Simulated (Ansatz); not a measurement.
Single-point calculation of Si₄C₄

System: Si₄C₄ (P6₃mc, 8 atoms in the cell).
Method: DFT, HSE06, PAW, plane waves (Ansatz 0.2.0).

The structure was built on a prototype by a generator.

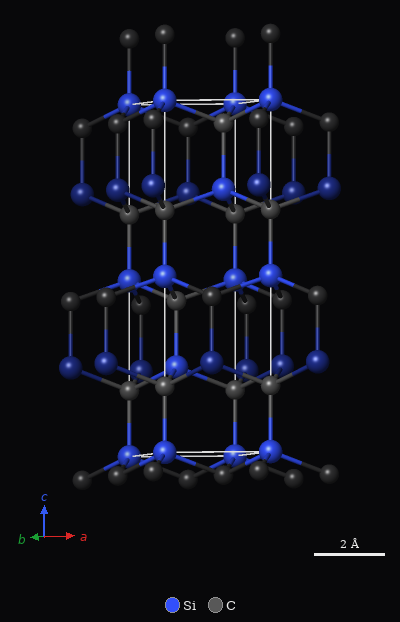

Fig. 1: The structure as given in the input (ball-and-stick view of the cell of the calculation, seen at an oblique angle; neighbours outside the cell are drawn fainter). Near neighbours in the crystal (not all of them lie inside the picture): Si has 4 C at 1.88 to 1.89 Å; C has 4 Si at 1.88 to 1.89 Å.

Input:
```yaml
crystal:
  lattice:
    - [3.078068, 0.000000, 0.000000]
    - [-1.539034, 2.665685, 0.000000]
    - [0.000000, 0.000000, 10.075947]
  atoms:
    - { symbol: Si, position: [0.000000, 0.000000, 0.499840] }
    - { symbol: Si, position: [0.333333, 0.666667, 0.249912] }
    - { symbol: Si, position: [0.666667, 0.333333, 0.749912] }
    - { symbol: Si, position: [0.000000, 0.000000, 0.999840] }
    - { symbol: C, position: [0.000000, 0.000000, 0.187303] }
    - { symbol: C, position: [0.000000, 0.000000, 0.687303] }
    - { symbol: C, position: [0.333333, 0.666667, 0.437945] }
    - { symbol: C, position: [0.666667, 0.333333, 0.937945] }
kpoints:
  mp_grid: { grid: [9, 9, 3] }
  band_path: { path: [VBM, CBM], npoints: 2 }
hamiltonian:
  xc: hse06
scf:
  occupations: { method: fermi_dirac, width: 0.01 }
output:
  forces: true
  eigenvalues: true
  populations: true
```

What the program printed:
```
Pseudopotentials: kind: paw
Functional definition: HSE06
  parameter a = 0.25
  parameter omega = 0.11/bohr
  exchange = pbe_x - a*pbe_x_sr(omega) + a*exact_x_sr(omega)
  correlation = pbe_c
Crystal: 8 atoms, lattice volume = 82.675 Å³
Basis set: ecut = 420 eV, 1605 PW (Γ), exchange–correlation on 48×48×144 points (8 copies of the dense FFT grid, shifted against one another)
Bands: 24, of which v1, the nominal top of the filled ones, is band 16 counted from 1 (15 counted from 0)
Symmetry: 12 space group operations
Space group: P63mc (ITA 186), of the structure as read, at distance tolerance 4.4e-5 Å
k-points: 24 of 243 (time reversal used)
Non-local potential: Si, projectors of the file, l = 0: 2, l = 1: 2, l = 2: 2
Non-local potential: C, projectors of the file, l = 0: 2, l = 1: 2, l = 2: 1
PAW form: soft (Blöchl's): semilocal exchange-correlation on the pseudo side does not see the compensation charge
PAW frozen core: Si, regenerated for the run's functional, and the local potential with it (the file was generated under x = pbe(κ = 0.804, μ = 0.2195149727645171), c = pbe(β = 0.06672455060314922))
PAW frozen core: C, regenerated for the run's functional, and the local potential with it (the file was generated under x = pbe(κ = 0.804, μ = 0.2195149727645171), c = pbe(β = 0.06672455060314922))
PAW one-centre angular grid: Si, 110 points (default); XC on 64 Gauss nodes
PAW one-centre angular grid: C, 110 points (default); XC on 64 Gauss nodes
Initial density: superposition of atomic densities (neutral atoms: chi_scale 0, normalization atom), corrected by the library's trained network
Initial wavefunctions: pseudopotential atomic-orbital guess
Functional: x = pbe(κ = 0.804, μ = 0.2195149727645171), c = pbe(β = 0.06672455060314922), warm-up for x = pbe(κ = 0.804, μ = 0.2195149727645171) + 0.25 (exact − pbe) at short range (hse, ω = 0.20786987370883472 Å⁻¹), c = pbe(β = 0.06672455060314922); HSE06 as pw.x's `hse` composes it (authors' and Libxc's form: `xc: wpbeh`)
SCF iter   1: F=—  HF=-3548.615838 eV  |F-HF|=—  |Δ(HF+E_count)|=         —  Δρ=2.43e-3  dr2=5.00e-3  ethr=1.77e-3  ⟨swp⟩=10.9  Hψ=3200  notcnv=0
preconditioner: auto → none  [insulator: Δε(μ)=2.314 eV  Ē_g=11.948 eV  σ=0.010 eV  W_gap=1.00  n_scr=6 (ndim 8)  ℏωp=23.1 eV  f_vac=0.000  D(μ)=0.00/eV (n_scr^D=0)]
iter 2 solved again at ethr=1.01e-6 eV; its pass at ethr=1.56e-5 eV (dr2=3.25e-4 eV) is discarded
SCF iter   2: F=-3548.615639 eV  HF=-3548.615472 eV  |F-HF|=1.67e-4  |Δ(HF+E_count)|=   3.66e-4  Δρ=7.96e-4  dr2=3.25e-4  ethr=1.01e-6  ⟨swp⟩=2.5  Hψ=2860  notcnv=0  defer=12
SCF 1 stopped early in 2 iterations: F = -3548.615639 eV  dr2 = 3.25e-4
  greatest PAW one-centre occupation: 0.646 electrons in one spin orbital (limit 2), on the C atom at site 7 (counted from 0), in its partial waves of l = 0
Initial density: handed on by an earlier stage of this run
Initial wavefunctions: those handed on with the density
Functional: x = pbe(κ = 0.804, μ = 0.2195149727645171) + 0.25 (exact − pbe) at short range (hse, ω = 0.20786987370883472 Å⁻¹), c = pbe(β = 0.06672455060314922); HSE06 as pw.x's `hse` composes it (authors' and Libxc's form: `xc: wpbeh`)
Exchange kernel: α = 0.2500, screened, ω = 0.2079 Å⁻¹, Wigner–Seitz truncation, v(0) = 1046.9177 eV·Å³, q-mesh 9×9×3, nearest image of the exchange supercell L = 27.70 Å, pair-density grid 15×15×48, without the augmentation charges, whose exchange is taken in its separable form by FFT convolution over the k-point mesh (sized by the pseudopotential files, 18×18×72 at the most), smooth part of the e
Frozen-core exchange: fock
SCF iter   1: F=—  HF=-3551.171078 eV  |F-HF|=—  |Δ(HF+E_count)|=         —  Δρ=5.51e-3  dr2=1.51e-2  ethr=1.01e-5  ⟨swp⟩=7.9  Hψ=2803  notcnv=0
preconditioner: auto → none  [insulator: Δε(μ)=3.223 eV  Ē_g=13.723 eV  σ=0.010 eV  W_gap=1.00  n_scr=6 (ndim 8)  ℏωp=23.1 eV  f_vac=0.000  D(μ)=0.00/eV (n_scr^D=0)]
SCF iter   2: F=—  HF=-3551.165018 eV  |F-HF|=—  |Δ(HF+E_count)|=   6.06e-3  Δρ=2.49e-3  dr2=3.43e-3  ethr=1.01e-5  ⟨swp⟩=3.0  Hψ=1474  notcnv=0
SCF iter   3: F=—  HF=-3551.173619 eV  |F-HF|=—  |Δ(HF+E_count)|=   8.60e-3  Δρ=6.49e-4  dr2=3.43e-4  ethr=7.87e-6  ⟨swp⟩=4.7  Hψ=1719  notcnv=0  defer=6
SCF iter   4: F=—  HF=-3551.173527 eV  |F-HF|=—  |Δ(HF+E_count)|=   9.18e-5  Δρ=2.20e-4  dr2=5.07e-5  ethr=9.61e-7  ⟨swp⟩=3.0  Hψ=1330  notcnv=0
SCF iter   5: F=—  HF=-3551.173640 eV  |F-HF|=—  |Δ(HF+E_count)|=   1.13e-4  Δρ=1.21e-4  dr2=1.08e-5  ethr=1.21e-7  ⟨swp⟩=4.4  Hψ=1568  notcnv=0
SCF iter   6: F=-3551.173637 eV  HF=-3551.173637 eV  |F-HF|=2.67e-7  |Δ(HF+E_count)|=   3.35e-6  Δρ=2.51e-5  dr2=1.11e-6  ethr=3.17e-8  ⟨swp⟩=2.0  Hψ=971  notcnv=0
SCF 2 stopped early in 6 iterations: F = -3551.173637 eV  dr2 = 1.11e-6
  Residual-converged pass: ⟨swp⟩=4.0  Hψ=1678  notcnv=0  max |occ|·‖R‖ = 6.4e-6 eV (tolerance 6.7e-6 eV)  dr2=1.04e-6  dr2_onsite=7.26e-9  max |Δocc| = 0.0e0
  greatest PAW one-centre occupation: 0.647 electrons in one spin orbital (limit 2), on the C atom at site 7 (counted from 0), in its partial waves of l = 0
hybrid outer 1: dexx = +1.087e-2 eV, tail = 1.09e-5 eV
SCF iter   1: F=—  HF=-3551.173546 eV  |F-HF|=—  |Δ(HF+E_count)|=         —  Δρ=1.67e-5  dr2=2.61e-7  ethr=1.71e-7  ⟨swp⟩=6.0  Hψ=1634  notcnv=0
preconditioner: auto → none  [insulator: Δε(μ)=3.261 eV  Ē_g=13.735 eV  σ=0.010 eV  W_gap=1.00  n_scr=6 (ndim 8)  ℏωp=23.1 eV  f_vac=0.000  D(μ)=0.00/eV (n_scr^D=0)]
SCF iter   2: F=—  HF=-3551.173546 eV  |F-HF|=—  |Δ(HF+E_count)|=   4.66e-9  Δρ=7.93e-6  dr2=3.93e-8  ethr=7.88e-10  ⟨swp⟩=3.0  Hψ=1261  notcnv=0
SCF iter   3: F=—  HF=-3551.173546 eV  |F-HF|=—  |Δ(HF+E_count)|=  4.99e-10  Δρ=4.27e-6  dr2=9.74e-9  ethr=9.67e-11  ⟨swp⟩=3.0  Hψ=1199  notcnv=0
SCF iter   4: F=-3551.173546 eV  HF=-3551.173546 eV  |F-HF|=7.92e-10  |Δ(HF+E_count)|=   5.02e-8  Δρ=1.42e-6  dr2=1.36e-9  ethr=9.92e-12  ⟨swp⟩=5.5  Hψ=1873  notcnv=0  defer=8
SCF 3 converged in 4 iterations: F = -3551.173546 eV  dr2 = 1.36e-9
  Residual-converged pass: ⟨swp⟩=3.0  Hψ=1060  notcnv=0  max |occ|·‖R‖ = 8.7e-7 eV (tolerance 8.9e-7 eV)  dr2=1.38e-9  dr2_onsite=3.08e-11  max |Δocc| = 0.0e0
```

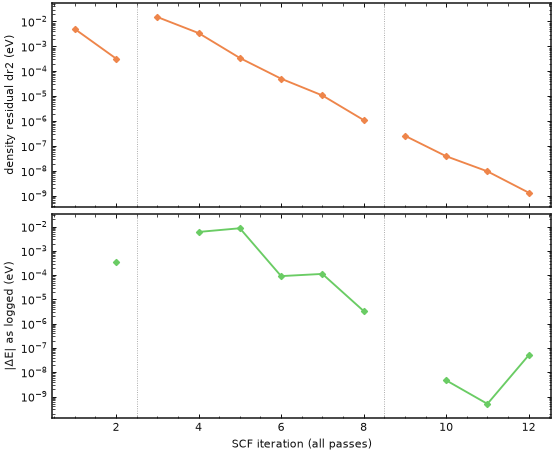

Fig. 2: Convergence of the self-consistent field: density residual dr2 and size of the energy change against the SCF iteration. The run starts with a semilocal functional; after that each stretch between dotted lines is one SCF of the hybrid functional between two exact rebuilds of the exchange operator by the outer loop. Early passes are stopped at a loose threshold. The passes take 2, 6 and 4 iterations.

```
hybrid outer 2: dexx = +8.874e-8 eV, tail = 4.73e-9 eV, Δε = 7.40e-4 eV (about 1.79e-5 eV left of the loop's levels), ΔF = 1.57e-3 eV/Å (tail 2.28e-4)
NSCF: frozen V_eff on 28 k-points
NSCF: frozen V_eff on 28 k-points
NSCF: frozen V_eff on 28 k-points
NSCF: frozen V_eff on 28 k-points
NSCF: frozen V_eff on 13 k-points
NSCF: frozen V_eff on 8 k-points
NSCF: frozen V_eff on 8 k-points
NSCF: frozen V_eff on 8 k-points
NSCF: frozen V_eff on 5 k-points
NSCF: frozen V_eff on 5 k-points
NSCF: frozen V_eff on 3 k-points
hybrid SCF converged: 2 outer / 10 inner (+2 warm-up), last move |dexx| = 8.87e-8 eV, tail = 4.73e-9 eV
Stability not checked: this state was not tested for a lower state beside it, because the functional holds exact exchange (a hybrid, or Hartree-Fock), whose exchange loop this test does not read (fock_operator; see scf.lower_state_search)
Free energy (F): -3551.173547 eV
Harris-Foulkes:  -3551.173547 eV  (|F-HF|=7.92e-10)
Internal energy: -3551.173547 eV  (E = F + TS)
E sigma→0 (E₀):  -3551.173547 eV
Fermi energy:    10.588106 eV
--- Per-component energies (eV) ---
  E_band       = 76.858676
  E_kinetic    = 543.058671
  E_local      = -414.527514  (includes V_loc(G=0)·N_el)
  E_nonlocal   = 202.268196
  E_hartree    = 129.343886
  E_xc         = -342.986662
  E_vxc        = -353.536949  (∫ρ·V_xc dr)
  E_exx        = -60.824725  (= α·E_x^exact, valence–valence)
  E_paw        = -2468.465660  (= ΣΔE_a)
  E_vpaw       = -37.442059  (= ΣTr[D̂ρ^β])
  E_aug_tail   = 0.000050  (compensation charges beyond the density's cutoff)
  E_ewald      = -1138.734449
  E_core_change = -0.305338  (= ΣΔE_core)
  E_smearing   = -0.000000  (= −TS)
  E_closure    = 0.000000  (closes the sum)
  Σ components = -3551.173547   (vs F -3551.173547, Δ=4.55e-13)
--- Forces (eV/Å), atoms counted from 1 ---
  atom   1  Si     0.00000000     0.00000000    -0.00904555
  atom   2  Si    -0.00000000     0.00000000    -0.00252663
  atom   3  Si     0.00000000     0.00000000    -0.00252663
  atom   4  Si    -0.00000000     0.00000000    -0.00904555
  atom   5  C      0.00000000     0.00000000     0.00576764
  atom   6  C     -0.00000000    -0.00000000     0.00576764
  atom   7  C      0.00000000     0.00000000     0.00579936
  atom   8  C      0.00000000    -0.00000000     0.00579936
  max |Σ_I F_I| component: 1.04e-5 eV/Å
--- Band table (eV; the first three rows and the last of 24) ---
  k-point 0: bands = ["-8.1080", "-6.8267", "-6.7921", "-4.2579", "-0.4704", "4.1650", "4.2131", "7.6559", "7.6559", "8.1627", "8.1627", "8.3239", "8.3239", "8.9130", "8.9631", "8.9631", "15.2322", "15.8443", "16.5165", "16.5343", "17.2006", "17.2006", "17.2075", "17.2075"]
  k-point 1: bands = ["-7.9605", "-7.5223", "-5.8658", "-4.8339", "0.3523", "2.1071", "6.3165", "7.7276", "7.7276", "7.9295", "7.9295", "8.1244", "8.5891", "8.5891", "8.8572", "8.8572", "15.3325", "15.6048", "16.8189", "16.9478", "17.2638", "17.2638", "17.2697", "17.2697"]
  k-point 2: bands = ["-7.8753", "-6.6019", "-6.5662", "-4.0627", "-0.2532", "4.2231", "4.2756", "6.4542", "7.1935", "7.2427", "7.3554", "7.9063", "8.0049", "8.1316", "8.7570", "8.8537", "15.4955", "16.1808", "16.2223", "16.8614", "17.0909", "17.3729", "17.5328", "17.7404"]
  k-point 23: bands = ["-3.2129", "-3.0656", "-3.0656", "-3.0636", "0.8840", "0.9338", "0.9338", "1.6454", "2.5501", "2.5501", "3.7013", "3.7013", "5.3601", "6.1995", "6.1995", "6.5533", "13.3269", "13.3269", "16.0656", "16.6293", "16.6293", "17.8354", "19.2054", "19.2054"]
--- Löwdin populations: 8 sites ---
  site symbol       q [e]
     0     Si      2.8974
     1     Si      2.9112
     2     Si      2.9112
     3     Si      2.8974
     4      C      5.0088
     5      C      5.0088
     6      C      5.0194
     7      C      5.0194
  spilling = 0.010198 (of n_electrons = 32.000000)
```

Summary:

```csv
quantity,value
outcome,converged
space group (tolerance 0.01 Å),P6₃mc (186)
electrons treated,32
free energy,−3551.1735 eV
Fermi energy,10.588 eV
largest force (length of the vector),0.009 eV/Å
hardware,"7 CPU threads, shared host"
wall time,14 min (CPU time 89 min)
peak memory,3 GiB
```

Notes:

Warnings of the run: the structure was made exactly symmetric.
